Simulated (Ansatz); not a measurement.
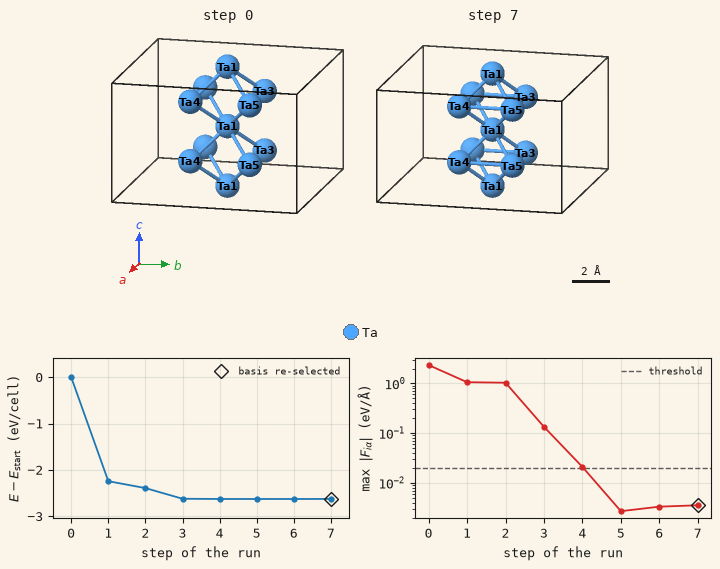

First and last geometry of a relaxation of a wire of composition Ta, with the history of the run. Style: ball-and-stick. Shown: the 2 repeat of the cell, with the vacuum cut short, slightly off an axis.

Case: wire along [0 0 1], 5 atoms a period.

The calculation used DFT PBE, scalar-relativistic, plane waves, PAW in Ansatz.

The input:
```yaml
crystal:
  lattice:
    - [12.3, 0.0, 0.0]
    - [0.0, 12.6, 0.0]
    - [0.0, 0.0, 3.3187896401]
  atoms:
    - { symbol: Ta, position: [0.5, 0.5, 0.0] }
    - { symbol: Ta, position: [0.365089852, 0.3683019984, 0.5] }
    - { symbol: Ta, position: [0.365089852, 0.6316980016, 0.5] }
    - { symbol: Ta, position: [0.634910148, 0.3683019984, 0.5] }
    - { symbol: Ta, position: [0.634910148, 0.6316980016, 0.5] }
basis:
  ecutwfc: 420
kpoints:
  mp_grid: { grid: [1, 1, 16] }
hamiltonian:
  xc: pbe
scf:
  occupations: { method: gaussian, width: 0.05 }
output:
  forces: true
  stress: true
  eigenvalues: true
  populations: true
  write_density: true
  write_potential: true
  elf: true
  volumetric_format: npy
relax:
  adjacent_minimum: "off"
  f_tol: 0.02
  max_steps: 45
  cell: { fix: [a, b, alpha, beta, gamma], stress_tol: 0.03 }
```

Command:
```bash
ansatz run input.yaml --threads 4 --pin off --max-ram 11264MiB --backend cpu --events-out ev --progress --plain --runs-dir out
```

What do the curves and the structures tell?

Answer. It converged. The largest moves, 0.25 Å, are those of Ta2, Ta3, Ta4 and Ta5. Along the periodic axis the drawn cell goes c 6.638 → 6.251 Å (−5.8 %). Some distances before and after: Ta2–Ta4 3.319 → 2.956 Å, Ta2–Ta3 3.319 → 2.967 Å, Ta1–Ta2 2.874 → 2.613 Å, Ta1–Ta1 3.319 → 3.126 Å. Among the angles between lasting bonds that change: Ta1–Ta2–Ta1 70.5° → 73.5°. The energy falls by 2.625 eV per cell of the calculation in 6 accepted moves (7 points after the start). Largest force component: 2.3 eV/Å at the start, 0.0035 eV/Å at the end. The SCF was repeated once at an unchanged geometry on a basis and grid sized afresh for the cell, which shifted the energy by 1.1 meV per cell of the calculation at most. Cost: 37 s on 4 threads of Arm Neoverse V1, with other jobs on the host, peak memory 0.88 GiB.

Limits of the set-up: the k-point mesh is coarse for a cell with partly filled bands.
